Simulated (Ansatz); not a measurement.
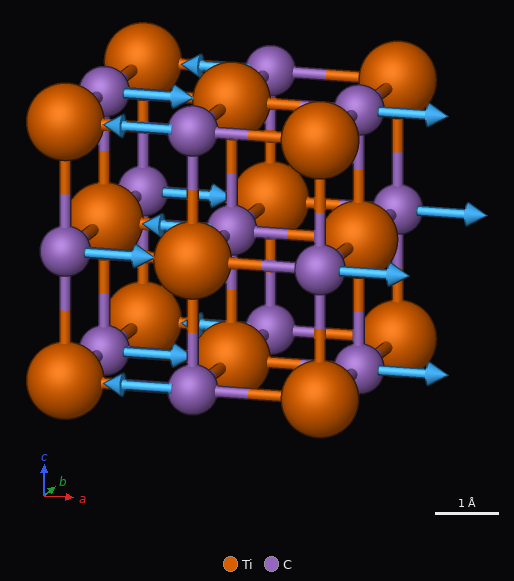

Normal modes of solid TiC, space group Fm-3m (No. 225), at the zone centre of a doubled cell. The levels lie at 297 (×2), 368, 538 (×2), 540 (×3), 602 cm⁻¹. One mode is drawn. Displacements are drawn as blue arrows; their common scale and sign are arbitrary. Style: ball-and-stick. Shown: the conventional cell (2 times the calculation's cell), slightly off an axis. Lengths and directions refer to the drawn axes.

The calculation used DFT PBEsol, scalar-relativistic, plane waves, PAW in Ansatz 0.2.0. Set-up: plane-wave cutoff 420 eV; k-point mesh 20 × 20 × 14; occupations gaussian; smearing width 0.15 eV; no spin polarisation.

Question: Which of these frequencies is the drawn mode's?

Answer: The level at 602 cm⁻¹. This is a non-degenerate mode, the highest level (the three translations aside). The Ti atoms hardly move; all motion is along a; atoms of one kind move against one another, with no net shift of their sublattice; it stretches the shortest C–Ti bonds (2.15 Å). It changes sign from one half of the doubled cell to the other: it belongs to the zone boundary, q = (0, 1/2, 1/2) in the reciprocal vectors of the undoubled cell.
